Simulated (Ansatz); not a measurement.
## CdTe (F-43m): the PBE gap against the k mesh of the density

Aim: see how gap, energy and time of CdTe (F-43m) follow the k mesh of the density.

Calculated with Ansatz 0.2.0; DFT, PBE, plane waves, PAW.

## (1) The starting structure

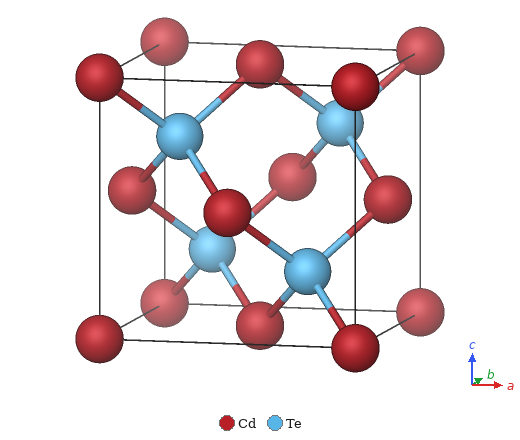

The cell as given, slightly off an axis (cadmium red, tellurium blue). This picture shows the conventional cell, with its axes. Bonds to atoms that aren't drawn are left out. Some periodic images of atoms are drawn too.

The cell and positions come from the Crystallography Open Database and are kept as given unless a step says otherwise. Spin-orbit coupling is left out unless a step names it. The default PAW set here is soft_2. Its files were made with PBE.

## (2) k mesh of the density: 2×2×2

The input, input.yaml:

```yaml
crystal:
  lattice:
    - [0.0, 3.24, 3.24]
    - [3.24, 0.0, 3.24]
    - [3.24, 3.24, 0.0]
  atoms:
    - { symbol: Cd, position: [0.0, 0.0, 0.0] }
    - { symbol: Te, position: [0.25, 0.25, 0.25] }
kpoints:
  mp_grid: { grid: [2, 2, 2] }
  band_path:
    path:
      - [0.0, 0.0, 0.0]
      - [-0.5, -0.5, 0.0]
      - [-0.375, -0.375, 0.25]
      - [-0.375, 0.0, 0.375]
      - [0.0, 0.0, 0.5]
      - [-0.5, -0.25, 0.25]
    npoints: 1
hamiltonian:
  xc: pbe
scf:
  occupations: { method: fixed }
  n_extra_bands: 4
output:
  eigenvalues: true
  write_density: true
  write_potential: true
  elf: true
  volumetric_format: npy
```

Run with:

```
$ ansatz run input.yaml --threads 3 --pin off --max-ram 92160MiB --backend cuda --events-out ev --progress --plain --runs-dir out --devices 1 --max-vram 13GiB
```

Numbers of over 12 decimals in the logs are rounded to 6 here.

What it wrote:

```text
scf.n_extra_bands = 4 over 18 filled bands (N_el = 36.0): the run solves 22 bands
GPUs: using 1 of 1 available (devices: 1).
Engine: ansatz 0.2.0, x86_64-unknown-linux-gnu
Pseudopotentials: kind: paw
Pseudopotential: Cd, paw, valence charge 20, recommended cutoff 420 eV (normal), Cd.paw.azcp
Pseudopotential: Te, paw, valence charge 16, recommended cutoff 420 eV (normal), Te.paw.azcp
Functional definition: PBE
  parameter kappa = 0.804
  parameter beta = 0.066725
  exchange = pbe_x(kappa = kappa, mu = beta*pi^2/3)
  correlation = pbe_c(beta = beta)
device memory: the entry about to start is reckoned to put 1.7 GiB on a device that reports 64.3 GiB free (of which the cap on the GPU budget leaves the run 13.0 GiB)
GPU FFT provider: cuFFT
GPU libraries: cuBLAS 13.8.2, cuFFT 12.4.0, cuSOLVER 12.3.4
Crystal: 2 atoms, lattice volume = 68.024 Å³
Basis set: ecut = 420 eV, 1363 PW (Γ)
Bands: 22, of which v1, the nominal top of the filled ones, is band 18 counted from 1 (17 counted from 0)
Symmetry: 24 space group operations
Space group: F-43m (ITA 216), of the structure as read, at distance tolerance 4.1e-5 Å
k-points: 3 of 8
Non-local potential: Cd, projectors of the file, l = 0: 3, l = 1: 2, l = 2: 2, l = 3: 1
Non-local potential: Te, projectors of the file, l = 0: 2, l = 1: 2, l = 2: 2, l = 3: 2
PAW form: soft (Blöchl's): semilocal exchange-correlation on the pseudo side does not see the compensation charge
PAW one-centre angular grid: Cd, 590 points (default); XC on 64 Gauss nodes
PAW one-centre angular grid: Te, 590 points (default); XC on 64 Gauss nodes
Initial density: superposition of atomic densities (neutral atoms: chi_scale 0, normalization atom), corrected by the library's trained network
Initial wavefunctions: pseudopotential atomic-orbital guess
GPU buffer pool allocated for 32768 grid points (all kernels)
GPU transforms: local potential and band sums: pruned to the plane-wave sphere, on 30×32×32
Functional: x = pbe(κ = 0.804, μ = 0.219515), c = pbe(β = 0.066725)
SCF iter   1: F=—  HF=-15234.060992 eV  |F-HF|=—  |Δ(HF+E_count)|=         —  Δρ=7.63e-3  dr2=9.41e-2  ethr=1.77e-3  ⟨swp⟩=4.7  Hψ=257  notcnv=0  defer=4
preconditioner: auto → none  [insulator: Δε(μ)=0.753 eV  Ē_g=11.385 eV  n_scr=14 (ndim 8)  ℏωp=19.1 eV  f_vac=0.191  ε∞_Penn≈3.8]
SCF iter   2: F=—  HF=-15234.036440 eV  |F-HF|=—  |Δ(HF+E_count)|=   2.46e-2  Δρ=2.80e-3  dr2=5.66e-3  ethr=2.62e-4  ⟨swp⟩=3.0  Hψ=115  notcnv=0  defer=3
SCF iter   3: F=—  HF=-15234.036844 eV  |F-HF|=—  |Δ(HF+E_count)|=   4.05e-4  Δρ=1.26e-3  dr2=1.10e-3  ethr=1.57e-5  ⟨swp⟩=3.7  Hψ=130  notcnv=0  defer=3
SCF iter   4: F=—  HF=-15234.037369 eV  |F-HF|=—  |Δ(HF+E_count)|=   5.25e-4  Δρ=5.26e-4  dr2=1.48e-4  ethr=3.04e-6  ⟨swp⟩=2.0  Hψ=102  notcnv=0  defer=3
SCF iter   5: F=—  HF=-15234.037392 eV  |F-HF|=—  |Δ(HF+E_count)|=   2.25e-5  Δρ=1.25e-4  dr2=5.36e-6  ethr=4.10e-7  ⟨swp⟩=2.0  Hψ=112  notcnv=0  defer=3
SCF iter   6: F=—  HF=-15234.038016 eV  |F-HF|=—  |Δ(HF+E_count)|=   6.24e-4  Δρ=1.01e-5  dr2=5.65e-8  ethr=2.78e-10  ⟨swp⟩=4.7  Hψ=302  notcnv=0
SCF iter   7: F=-15234.038016 eV  HF=-15234.038016 eV  |F-HF|=2.88e-9  |Δ(HF+E_count)|=   8.47e-8  Δρ=2.20e-6  dr2=2.86e-9  ethr=1.57e-10  ⟨swp⟩=1.7  Hψ=220  notcnv=0
SCF 1 converged in 7 iterations: F = -15234.038016 eV  dr2 = 2.86e-9
[...]
device memory: the entry about to start is reckoned to put 1.0 GiB on a device that reports 68.5 GiB free (of which the cap on the GPU budget leaves the run 13.0 GiB)
NSCF: frozen V_eff on 6 k-points
SCF converged after 7 iterations
Free energy (F): -15234.038016 eV
Harris-Foulkes:  -15234.038016 eV  (|F-HF|=2.88e-9)
Internal energy: -15234.038016 eV  (E = F + TS)
E sigma→0 (E₀):  -15234.038016 eV
Fermi energy:    7.736150 eV
--- Per-component energies (eV) ---
  E_band       = -781.797856
  E_kinetic    = 688.280682
  E_local      = -5426.524032  (includes V_loc(G=0)·N_el)
  E_nonlocal   = -275.678099
  E_hartree    = 2740.414088
  E_xc         = -301.472710
  E_vxc        = -326.408721  (∫ρ·V_xc dr)
  E_paw        = -8747.033509  (= ΣΔE_a)
  E_vpaw       = -922.294548  (= ΣTr[D̂ρ^β])
  E_aug_tail   = -0.000149  (compensation charges beyond the density's cutoff)
  E_ewald      = -3912.024287
  E_smearing   = -0.000000  (= −TS)
  E_closure    = 0.000000  (closes the sum)
  Σ components = -15234.038016   (vs F -15234.038016, Δ=0.00e0)
--- Band table (eV) ---
  k-point 0: bands = [... 14 lower, -0.6348, 7.7362, 7.7362, 7.7362, 8.3862, 12.1580, 12.1580, 12.1580]
  k-point 1: bands = [... 14 lower, -0.2243, 3.2017, 6.9361, 6.9361, 9.4195, 12.7673, 12.7673, 14.7330]
  k-point 2: bands = [... 14 lower, -0.0600, 3.2954, 5.8235, 5.8235, 10.2008, 10.2899, 16.5952, 16.7499]
```

It took 12 s on 1 × NVIDIA H100 80GB HBM3 (shared by 6 runs) with 3 threads of AMD EPYC 7R13 (Zen 3), shared host; peak memory 0.93 GiB; 3.3 s of CPU time.

Reading the cycles: dr2 is the Hartree energy of the density residual (eV), the measure of convergence; HF is the Harris–Foulkes estimate of the energy, which meets the free energy F at convergence.

This step gave:

```
gap                  : 0.6501 eV
valence top at       : Γ
conduction bottom at : Γ
least direct gap     : 0.6501 eV
```

The gap is direct, at Γ.

## (3) k mesh of the density: 4×4×4

input.yaml, as its differences from that of step 2:

```diff
@@ -9,3 +9,3 @@
 kpoints:
-  mp_grid: { grid: [2, 2, 2] }
+  mp_grid: { grid: [4, 4, 4] }
   band_path:
```

What it wrote:

```text
[...]
GPUs: using 1 of 1 available (devices: 1).
[...]
GPU FFT provider: cuFFT
GPU libraries: cuBLAS 13.8.2, cuFFT 12.4.0, cuSOLVER 12.3.4
Crystal: 2 atoms, lattice volume = 68.024 Å³
Basis set: ecut = 420 eV, 1363 PW (Γ)
Bands: 22, of which v1, the nominal top of the filled ones, is band 18 counted from 1 (17 counted from 0)
Symmetry: 24 space group operations
[...]
Fermi energy:    7.493305 eV
[...]
--- Band table (eV; the first three rows and the last of 8) ---
  k-point 0: bands = [... 14 lower, -0.5564, 7.4933, 7.4933, 7.4933, 8.2549, 12.0932, 12.0932, 12.0932]
  k-point 1: bands = [... 14 lower, -0.5568, 4.7640, 7.0639, 7.0639, 9.4755, 12.6447, 12.6447, 12.8540]
  k-point 2: bands = [... 14 lower, -0.1996, 3.0635, 6.7169, 6.7169, 9.3049, 12.6857, 12.6857, 14.5530]
  k-point 7: bands = [... 14 lower, 0.0230, 3.3010, 5.1687, 5.2940, 11.7422, 12.1727, 13.0480, 13.8033]
[key lines of the parts left out:]
SCF converged after 6 iterations
Free energy (F): -15235.242963 eV
```

Wall time 14 s (1 × NVIDIA H100 80GB HBM3 (shared by 6 runs) with 3 threads); peak memory 0.93 GiB; 3.1 s of CPU time.

This step gave:

```yaml
gap: 0.7616 eV
valence_top_at: Γ
conduction_bottom_at: Γ
least_direct_gap: 0.7616 eV
```

The gap is 0.762 eV, +0.111 eV from the run before at this level.

## (4) k mesh of the density: 6×6×6 (the default)

input.yaml, the sections that differ from step 3:

```yaml
kpoints:
  mp_grid: { grid: [6, 6, 6] }
  band_path:
    path:
      - [[0.0, 0.0, 0.0], [-0.5, -0.5, 0.0], [-0.375, -0.375, 0.25]]
      - [[-0.375, 0.0, 0.375], [0.0, 0.0, 0.0], [0.0, 0.0, 0.5], [-0.5, -0.25, 0.25], [-0.5, -0.5, 0.0]]
    npoints: 10
scf:
  occupations: { method: fermi_dirac, width: 0.02 }
  n_extra_bands: 4
# crystal, hamiltonian, output: as in step 3
```

What it wrote:

```text
[...]
GPUs: using 1 of 1 available (devices: 1).
[...]
GPU FFT provider: cuFFT
GPU libraries: cuBLAS 13.8.2, cuFFT 12.4.0, cuSOLVER 12.3.4
Crystal: 2 atoms, lattice volume = 68.024 Å³
Basis set: ecut = 420 eV, 1363 PW (Γ)
Bands: 22, of which v1, the nominal top of the filled ones, is band 18 counted from 1 (17 counted from 0)
Symmetry: 24 space group operations
[...]
Fermi energy:    7.867322 eV
[...]
--- Band table (eV; the first three rows and the last of 16) ---
  k-point 0: bands = [... 14 lower, -0.5505, 7.4702, 7.4702, 7.4702, 8.2425, 12.0872, 12.0872, 12.0872]
  k-point 1: bands = [... 14 lower, -0.5516, 5.7364, 7.2426, 7.2426, 9.3304, 12.2021, 12.4254, 12.4254]
  k-point 2: bands = [... 14 lower, -0.4480, 3.8935, 6.8616, 6.8616, 9.4033, 12.7123, 12.7123, 13.7302]
  k-point 15: bands = [... 14 lower, 0.0029, 3.2558, 5.2605, 5.3528, 11.1886, 11.2673, 14.1646, 14.4636]
[key lines of the parts left out:]
SCF converged after 6 iterations
Free energy (F): -15235.299532 eV
```

Run time: 14 s. Hardware: 1 × NVIDIA H100 80GB HBM3 (shared by 6 runs) with 3 threads; peak memory 0.95 GiB; 3.8 s of CPU time.

Numbers from this step:

```
gap                  : 0.7723 eV
valence top at       : Γ
conduction bottom at : Γ
least direct gap     : 0.7723 eV
```

The gap is 0.772 eV, +0.011 eV from the run before at this level.

## (5) k mesh of the density: 10×10×10

input.yaml, the sections that differ from step 4:

```yaml
kpoints:
  mp_grid: { grid: [10, 10, 10] }
  band_path:
    path:
      - [0.0, 0.0, 0.0]
      - [-0.5, -0.5, 0.0]
      - [-0.375, -0.375, 0.25]
      - [-0.375, 0.0, 0.375]
      - [0.0, 0.0, 0.5]
      - [-0.5, -0.25, 0.25]
    npoints: 1
scf:
  occupations: { method: fixed }
  n_extra_bands: 4
output:
  eigenvalues: true
# crystal, hamiltonian: as in step 4
```

What it wrote:

```text
[...]
GPUs: using 1 of 1 available (devices: 1).
[...]
GPU FFT provider: cuFFT
GPU libraries: cuBLAS 13.8.2, cuFFT 12.4.0, cuSOLVER 12.3.4
Crystal: 2 atoms, lattice volume = 68.024 Å³
Basis set: ecut = 420 eV, 1363 PW (Γ)
Bands: 22, of which v1, the nominal top of the filled ones, is band 18 counted from 1 (17 counted from 0)
Symmetry: 24 space group operations
[...]
Fermi energy:    7.466367 eV
[...]
--- Band table (eV; the first three rows and the last of 47) ---
  k-point 0: bands = [... 14 lower, -0.5491, 7.4664, 7.4664, 7.4664, 8.2406, 12.0863, 12.0863, 12.0863]
  k-point 1: bands = [... 14 lower, -0.5497, 6.5530, 7.3756, 7.3756, 8.9424, 12.0399, 12.2283, 12.2283]
  k-point 2: bands = [... 14 lower, -0.5502, 5.3288, 7.1597, 7.1597, 9.4214, 12.4004, 12.5218, 12.5218]
  k-point 46: bands = [... 14 lower, 0.0154, 3.2747, 5.1895, 5.3024, 11.4914, 11.6938, 13.5851, 14.0688]
[key lines of the parts left out:]
SCF converged after 6 iterations
Free energy (F): -15235.305616 eV
```

Run time: 11 s. Hardware: 1 × NVIDIA H100 80GB HBM3 (shared by 6 runs) with 3 threads; peak memory 0.94 GiB.

Numbers from this step:

```yaml
gap: 0.7742 eV
valence_top_at: Γ
conduction_bottom_at: Γ
least_direct_gap: 0.7742 eV
```

The gap is 0.774 eV, +0.002 eV from the run before at this level.

## (6) The series

Differences are against the last row; a negative gap means that bands overlap, and a run with a band path holds that path's time. Times are wall times on 1 × NVIDIA H100 80GB HBM3 (shared by 6 runs) with 3 threads of AMD EPYC 7R13 (Zen 3), shared host, good to a factor of about two.

```
k mesh of the density  gap (eV)  direct gap (eV)  gap error (eV)  energy error (meV/atom)  irreducible k  time
                2×2×2     0.650            0.650          −0.124                   +633.8              3  12 s
                4×4×4     0.762            0.762          −0.013                    +31.3              8  14 s
                6×6×6     0.772            0.772          −0.002                     +3.0             16  14 s
             10×10×10     0.774            0.774          +0.000                     +0.0             47  11 s
```

## (7) Summary of results

| Quantity | Value |
| --- | --- |
| 2×2×2 | 0.650 eV |
| 4×4×4 | 0.762 eV |
| 6×6×6 | 0.772 eV |
| 10×10×10 | 0.774 eV |

The gap holds to 0.02 eV from 4×4×4 on. At 2×2×2 the gap is off by −0.124 eV and the energy by +634 meV/atom. The gap is read over the mesh and added points near the edges, so meshes differ mainly through the density and, for a hybrid, the exchange operator.

[Paths, hosts, dates, memory and timing lines, banners, echoed tables and standing remarks are left out of the program output.]

[Logs are printed without paths, hosts, clocks, repeated set-up lines and the standing remarks that a program may print on its own settings, such as how far it seeks lower states.]

[Runs of the session that timed out or met a known fault of the program may be left out.]

[Cells called generated may have been cut or substituted from an entry of the Crystallography Open Database or the Materials Project.]

[Hosts, paths, dates, database ids (printed as entryN), source tags and the programs' standing remarks are cut or masked in the printed files.]
